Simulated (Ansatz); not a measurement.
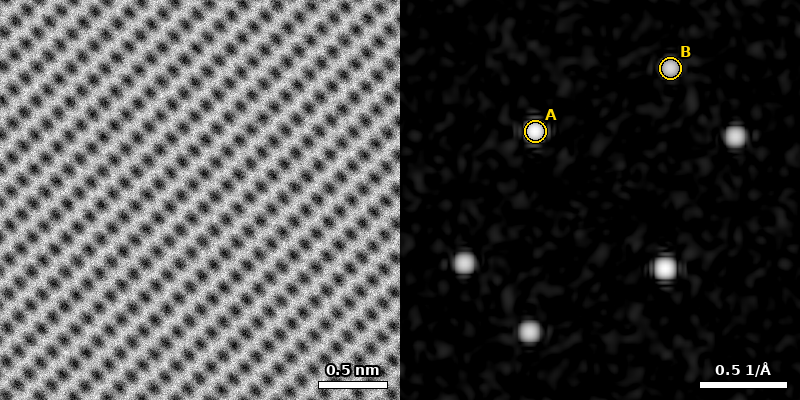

Phase-contrast TEM-like image of Ti (Pm-3m, No. 221) along [221]. Simulated in the weak-phase-object approximation with neutral-atom potentials: 200 kV, Cs = 40 µm, defocus −120 Å (negative is underfocus), defocus spread 12 Å, aperture 0.96 1/Å. Shot noise was added. Structure used: coordinates from a relaxation with DFT, LDA (PW92), plane waves (420 eV) with PAW, scalar-relativistic in Ansatz; the starting structure was generated, so it need not be a known form of this composition.

The right panel is the modulus of the image's Fourier transform on a logarithmic scale.

a = 2.556 Å, b = 2.556 Å, c = 2.556 Å, α = 90.00°, β = 90.00°, γ = 90.00°

Question: Index the marked spots and give their plane spacings (the zone axis points at the viewer; indices equivalent by symmetry, or all signs reversed, are as good).

Answer: A: (-1 1 0), d = 1.81 Å; B: (0 1 -2), d = 1.14 Å. A and B enclose 72°, and every spot obeys the zone law hu + kv + lw = 0 for [221].
